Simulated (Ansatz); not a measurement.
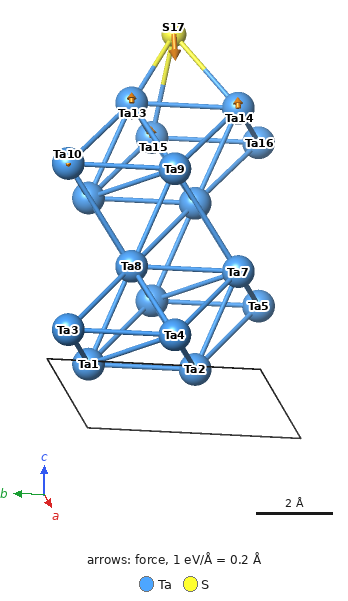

Starting geometry of a slab of composition Ta16S (cut from the Im-3m phase) with the computed forces as orange arrows. A ball-and-stick model of the cell of the calculation, outlined in the plane, without the vacuum (origin shifted), seen from a free direction.

Case: S put at a hollow Ta-Ta-Ta site. The slab is the (1 1 0) face of Ta with S on it. 8 atoms are held fixed.

Computed with DFT PBE+D3(BJ), scalar-relativistic, plane waves, PAW (Ansatz 0.2.0). (plane-wave cutoff 420 eV; k-point mesh 6 × 6 × 1; occupations gaussian; smearing width 0.1 eV; no spin polarisation; dipole correction; atoms relaxed in a fixed cell; force threshold 0.03 eV/Å; at most 70 steps)

Is this structure relaxed? If not, where do the atoms go?

Answer. It isn't relaxed: the largest force vector, on the S atom, is 3.66 eV/Å. The final displacements follow the starting forces only in part (cosine between the two patterns 0.55). After 8 geometry steps the energy has fallen by 1.534 eV per cell of the calculation. The largest force component goes from 3.7 to 0.022 eV/Å. The S atom moves most: 0.96 Å at 54° to the normal (−c side). Largest moves by element: S 0.96 Å, Ta 0.13 Å. The cell doesn't change. Near-neighbour distances that change, for instance: S–Ta 3.846 → 2.818 Å, S–Ta 2.915 → 2.431 Å, Ta–Ta 3.285 → 3.032 Å, Ta–Ta 3.285 → 3.538 Å. Among the angles between lasting bonds that change: Ta–S–Ta 68.6° → 93.4°, Ta–S–Ta 60.1° → 65.8°.

Limits of the set-up: the periodic images lie only 5.7 Å apart, so the values are limited by the cell's size.
